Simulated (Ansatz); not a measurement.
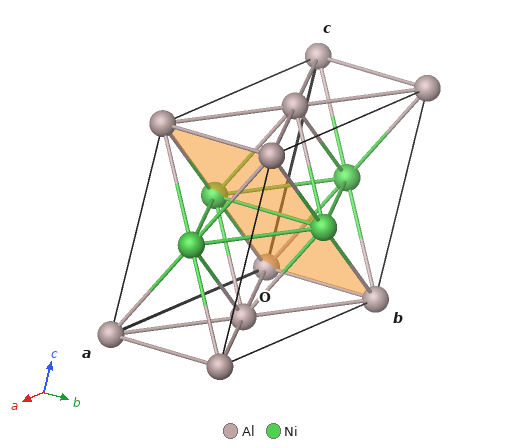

Crystal: AlNi, coordinates from a relaxation with DFT PBE, scalar-relativistic, plane waves, PAW (Ansatz 0.2.0). Every member of one family of equally spaced planes, hx + ky + lz = a whole number, that cuts the unit cell is shaded (one member passes through the origin O). Geometry calculated from the standardised cell; symmetry tolerance 0.002 Å.

a = 4.728 Å, b = 2.732 Å, c = 4.209 Å, α = 90.00°, β = 111.96°, γ = 90.00°.

> Which (hkl) family is drawn?

(1 0 −1); the opposite sign names the same planes. The member next to the origin meets the axes a at 1, b never, c at −1.

> What is the spacing?

d = 3.678 Å.

> Which atoms of the cell lie in these planes (within 0.03 Å)?

1 of the 2 Al, 1 of the 2 Ni.
